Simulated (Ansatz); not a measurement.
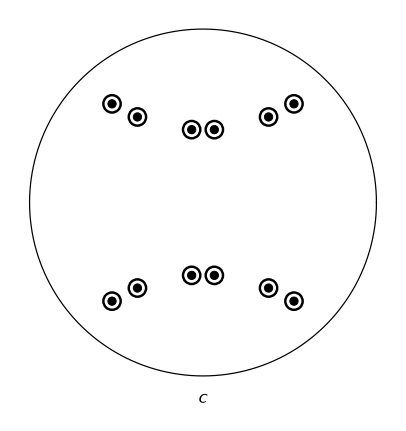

Stereographic projection: filled dots lie in the upper hemisphere, open rings in the lower. The b axis points at the viewer. The poles are all faces of one general form. Computed from the symmetry operations of a computed or model structure of composition Mo, which need not be its known form.

Question: Which point group is this?

Answer: 6/mmm (D6h), order 24, hexagonal system: one sixfold axis, six twofold axes, seven mirror planes, an inversion centre.

Question: Can such a crystal be piezoelectric, pyroelectric or chiral?

Answer: It is centrosymmetric, so neither piezoelectric nor pyroelectric; it is not chiral.
